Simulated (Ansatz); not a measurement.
AlRu: several calculations on one system

### Relaxation

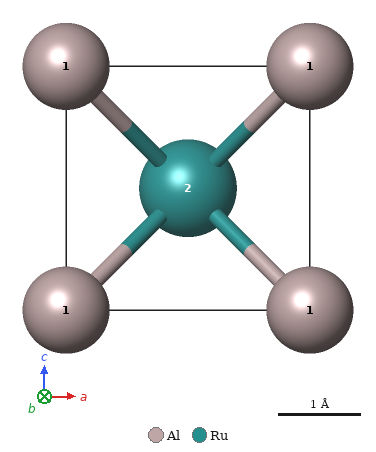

Crystalline AlRu (set up in Pm-3m), before the relaxation. The picture is a ball-and-stick view of the cell of the calculation, seen along the b axis.

The calculation used DFT PBEsol, scalar-relativistic, plane waves, PAW in Ansatz.

Input file:
```yaml
crystal:
  lattice:
    - [2.9916, 0.0, 0.0]
    - [0.0, 2.9916, 0.0]
    - [0.0, 0.0, 2.9916]
  atoms:
    - { symbol: Al, position: [0.0, 0.0, 0.0] }
    - { symbol: Ru, position: [0.5, 0.5, 0.5] }
basis:
  ecutwfc: 420
kpoints:
  mp_grid: { grid: [14, 14, 14] }
hamiltonian:
  xc: pbesol
scf:
  occupations: { method: gaussian, width: 0.1 }
output:
  forces: true
  stress: true
  eigenvalues: true
relax:
  adjacent_minimum: "off"
  f_tol: 0.005
  max_steps: 80
  cell: { stress_tol: 0.05 }
```

Launched with:
```bash
ansatz run input.yaml --threads 2 --pin off --max-ram 5120MiB --backend cpu --events-out ev --progress --plain --runs-dir out
```

What does the optimiser find from here?

Answer. The atoms keep their places relative to the cell (all moves are under 0.005 Å). The volume changes by −1.5 %, with a = b = c 2.992 → 2.976 Å (−0.5 %). Among the contacts that change: Al1–Ru2 2.591 → 2.578 Å. The space group stays Pm-3m (No. 221). Over 2 accepted moves (3 points after the start) the energy falls by 2.1 meV per atom. All forces vanish by symmetry, so only the cell relaxes. Pressure: −3.26 GPa at the start and −0.02 GPa at the end. The SCF was repeated once at an unchanged geometry on a basis and grid sized afresh for the cell, which shifted the energy by 0.1 meV per atom at most.

### Scan

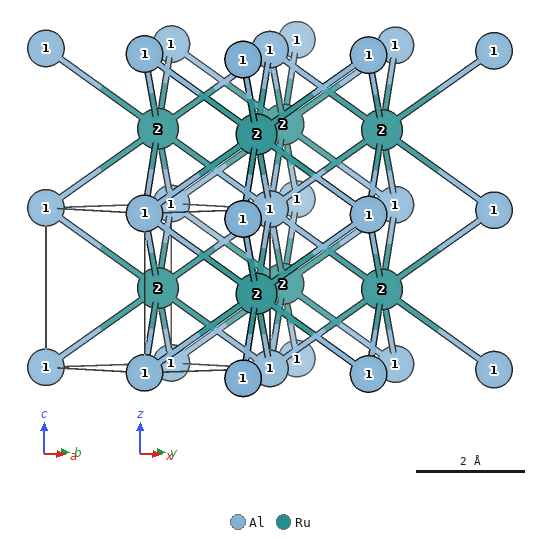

A crystal of AlRu (Pm-3m): Al1 (one in each cell of 2 atoms) is moved over the plane of the Cartesian directions [1 1 0] and z, all else fixed. The picture shows the reference cell. Style: ball-and-stick. Shown: the cell of the calculation, repeated 2 × 2 × 2 with one cell outlined, nearly along the normal of the scanned plane.

Theory: Ansatz, DFT PBEsol, scalar-relativistic, plane waves, PAW. Settings: plane-wave cutoff 420 eV; k-point mesh 20 × 20 × 20; occupations gaussian; smearing width 0.15 eV; no spin polarisation. Energies (free energies at the smearing named) are counted from the relaxed crystal.

The input:
```yaml
crystal:
  lattice:
    - [2.9764078218, 0.0, 0.0]
    - [0.0, 2.9764078218, 0.0]
    - [0.0, 0.0, 2.9764078218]
  atoms:
    - { symbol: Al, position: [0.0, 0.0, 0.0] }
    - { symbol: Ru, position: [0.5, 0.5, 0.5] }
basis:
  ecutwfc: 420
kpoints:
  mp_grid: { grid: [20, 20, 20] }
hamiltonian:
  xc: pbesol
scf:
  occupations: { method: gaussian, width: 0.15 }
output:
  forces: true
  stress: true
  eigenvalues: true
```

Run as
```bash
ansatz run input.yaml --threads 2 --pin off --max-ram 5120MiB --backend cpu --events-out ev --progress --plain --runs-dir out
```

Question: What energies does the calculation give on a grid with rows −0.450, −0.225, 0.000, 0.225, 0.450 and columns −0.450, −0.225, 0.000, 0.225, 0.450 (displacement along [1 1 0] (Å); displacement along z (Å))?

Answer: Rows: displacement along [1 1 0] (Å); columns: displacement along z (Å); values in eV/cell.

```tsv
	−0.450	−0.225	0.000	0.225	0.450
−0.450	2.36	1.29	0.93	1.29	2.36
−0.225	1.14	0.45	0.21	0.45	1.14
0.000	0.79	0.20	0.00	0.20	0.79
0.225	1.14	0.45	0.21	0.45	1.14
0.450	2.36	1.29	0.93	1.29	2.36
```

In pairs of (displacement along [1 1 0] (Å); displacement along z (Å)): the lowest computed point lies at (0.000, 0.000) (0.00 eV/cell), the highest at (−0.450, −0.450), (0.450, 0.450), (0.450, −0.450), (−0.450, 0.450) (2.36 eV/cell).  Over the ranges scanned the energy rises by about as much along both axes.

As a map, interpolated between the computed points (dots):

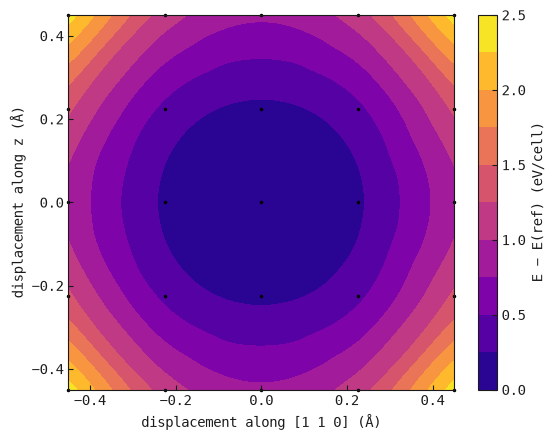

### Energy map

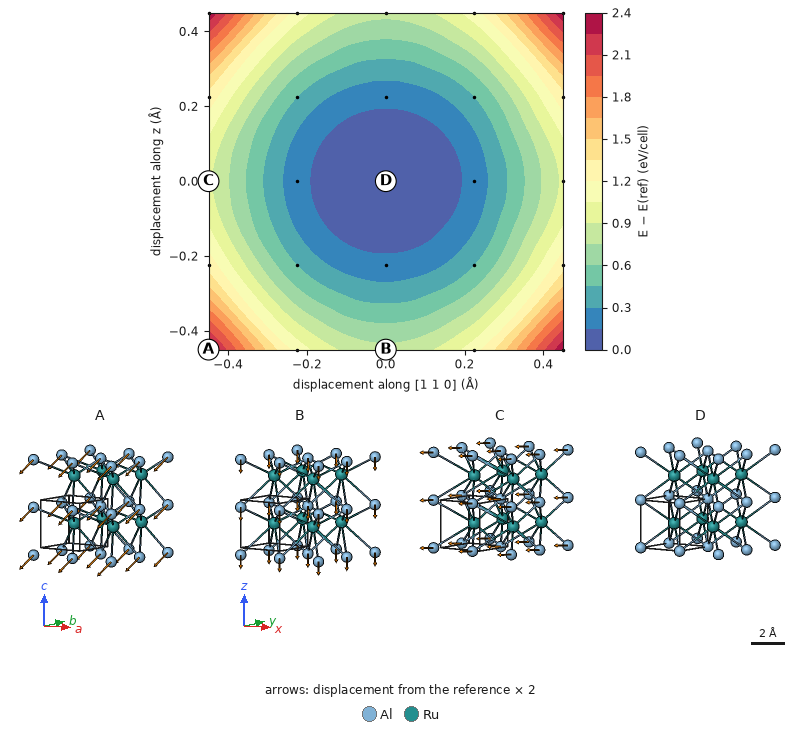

Energy scan for a crystal of AlRu (Pm-3m), in which the Al atom (one in each cell of 2 atoms) is moved over the plane of the Cartesian directions [1 1 0] and z, all else fixed. The map is interpolated between the computed points (dots). The lettered frames are marked on it. A ball-and-stick model of the cell of the calculation, repeated 2 × 2 × 2 with one cell outlined, seen nearly along the normal of the scanned plane. Orange arrows: displacements from the reference.

Computed with DFT PBEsol, scalar-relativistic, plane waves, PAW (Ansatz). Set-up: plane-wave cutoff 420 eV; k-point mesh 20 × 20 × 20; occupations gaussian; smearing width 0.15 eV; no spin polarisation. Energies (free energies at the smearing named) are counted from the relaxed crystal.

> Describe the energy landscape.

In pairs of (displacement along [1 1 0] (Å); displacement along z (Å)): the lowest computed point lies at (0.000, 0.000) (0.00 eV/cell), the highest at (−0.450, −0.450), (0.450, 0.450), (0.450, −0.450), (−0.450, 0.450) (2.36 eV/cell).  Over the ranges scanned the energy rises by about as much along both axes. The frames lie at A (−0.450, −0.450): 2.36 eV/cell, B (0.000, −0.450): 0.79 eV/cell, C (−0.450, 0.000): 0.93 eV/cell, D (0.000, 0.000): 0.00 eV/cell.
